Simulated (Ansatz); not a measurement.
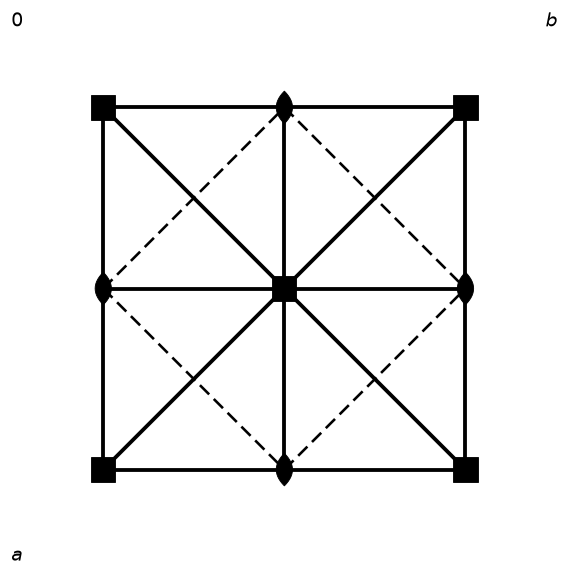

Symmetry elements of a space group, projected down c, computed from the operations of a computed or model structure of composition TiPbO3.

Graphical symbols as in the International Tables (origin upper left, heights as fractions; handed screw axes are marked by their printed symbols).

Q: Which space group is it?

A: No. 99, P4mm; primitive tetragonal, point group 4mm, 8 general positions a cell.

Q: List the elements shown.

A: 4 axes along c at (0, 0), (1/2, 1/2); 2 axes along c at (0, 1/2), (1/2, 0); mirror planes holding c and [1 1 0] or [−1 1 0]; in-plane glide planes holding c and [1 1 0] or [−1 1 0]; mirror planes normal to a, at x = 0, 1/2; mirror planes normal to b, at y = 0, 1/2. Heights repeat every half period; positions are (a, b) fractions, modulo 1.
